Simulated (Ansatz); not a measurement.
System: KCl.

Input file:

```
crystal:
  lattice:
    - [3.8858952764, 0.0, 0.0]
    - [0.0, 3.8858952764, 0.0]
    - [0.0, 0.0, 3.8858952764]
  atoms:
    - { symbol: K, position: [0.0, 0.0, 0.0] }
    - { symbol: Cl, position: [0.5, 0.5, 0.5] }
basis:
  ecutwfc: 420
  ecutrho_ratio: 4
kpoints:
  mp_grid: { grid: [10, 10, 10] }
hamiltonian:
  xc: pbe
scf:
  occupations: { method: gaussian, width: 0.05 }
output:
  forces: true
  stress: true
  eigenvalues: true
  write_density: true
  write_potential: true
  elf: true
  volumetric_format: npy
```

Command:

```sh
ansatz run input.yaml --threads 4 --pin off --max-ram 7168MiB --backend cpu --events-out ev --progress --plain --runs-dir out
```

Below, planes, directions and counts refer to the conventional cell (a = 3.89 Å, b = 3.89 Å, c = 3.89 Å, α = 90.00°, β = 90.00°, γ = 90.00°).

Space group Pm-3m; started from the KCl prototype; changed on purpose from its base cell (volume × 1.040).

Level of theory: Ansatz 0.2.0, DFT PBE, scalar-relativistic, plane waves, PAW.

### What can the converged valence pseudo-density and electron localisation function tell about the bonding?

K–Cl (3.37 Å): ρ at the midpoint is about 0.06 e/Å³; the ELF is about 0.05 at the midpoint (an ionic contact with no shared pair).

### Does the calculation make it a metal, or give it a gap?

It is gapped, with a Kohn–Sham gap of 4.7 eV on the k-point mesh (the band edges may lie off the mesh, which would make the gap smaller).

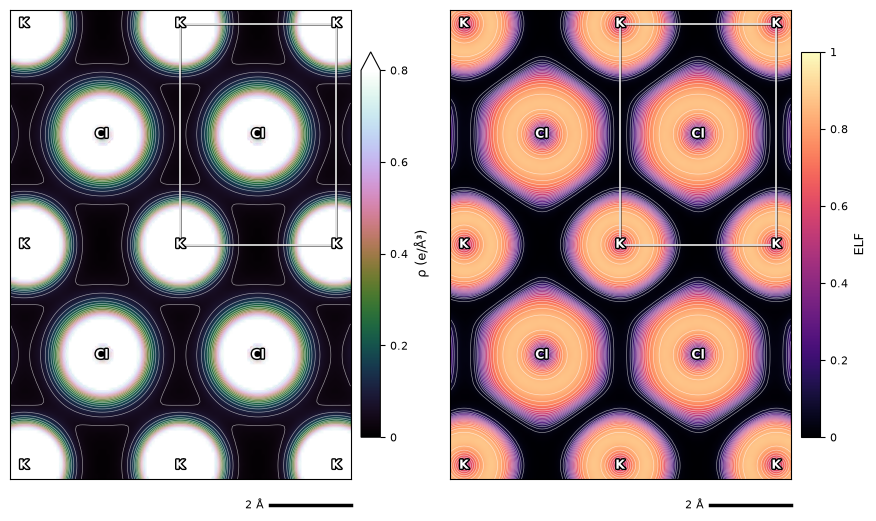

Computed valence pseudo-density and electron localisation function on the (011) plane of the conventional cell, in this order. 

In a PAW calculation such maps are meaningful between the atoms, not at the nuclei.
